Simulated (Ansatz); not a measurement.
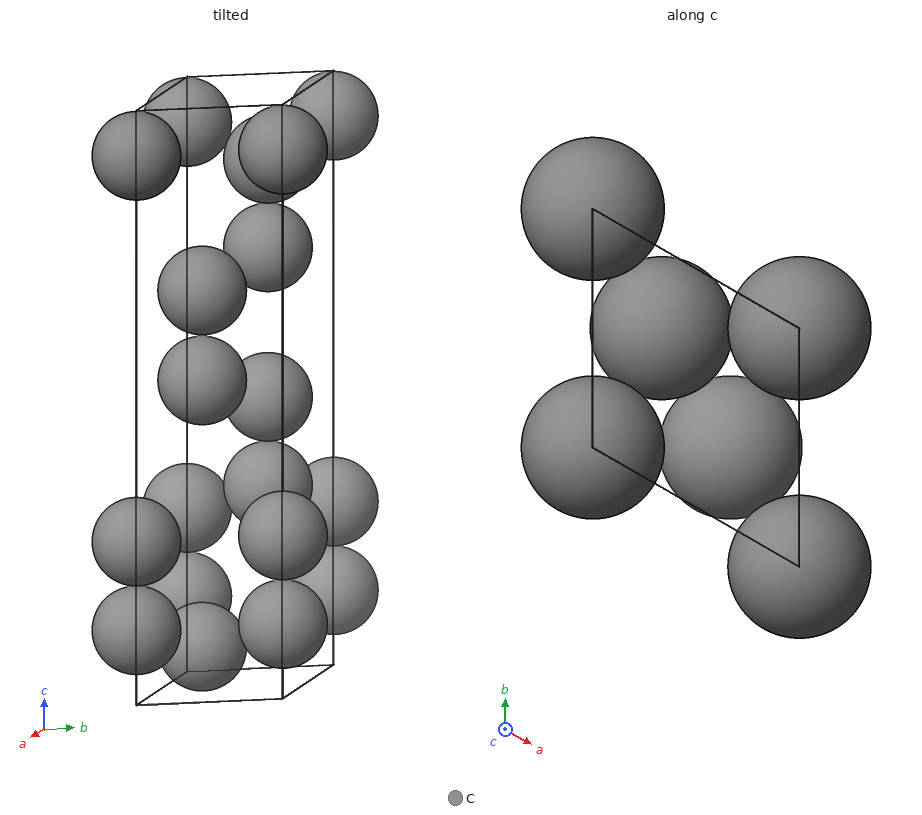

Structure drawing (space-filling), viewed slightly off an axis and along the c axis. The parallelepiped is the conventional unit cell.

C, space group P3m1 (No. 156), a = 2.51 Å, b = 2.51 Å, c = 10.34 Å, α = 90.00°, β = 90.00°, γ = 120.00°.

The calculation used DFT r2SCAN, scalar-relativistic, plane waves, PAW (Ansatz), with wavefunction cutoff 500 eV, k-points about 0.29 Å⁻¹ apart, Gaussian smearing of 0.05 eV, no spin polarisation.

Does it come out as a metal, or with a gap?

Answer. A metal: bands cross the Fermi level.

What pressure does the calculation give for this cell?

Answer. The computed pressure is 5.2 GPa (compressed: it would expand). The stress isn't hydrostatic: its largest component is 28.0 GPa.

The structure comes from an entry, possibly a prediction, of the Crystallography Open Database. The cell was then strained or its atoms displaced on purpose. A calculation with Ansatz used it as input.

At this level of theory the run's own cell isn't at rest (compressed, at 5 GPa and forces up to 4.6 eV/Å), so its distances can differ from those at equilibrium, the more so the softer the solid.
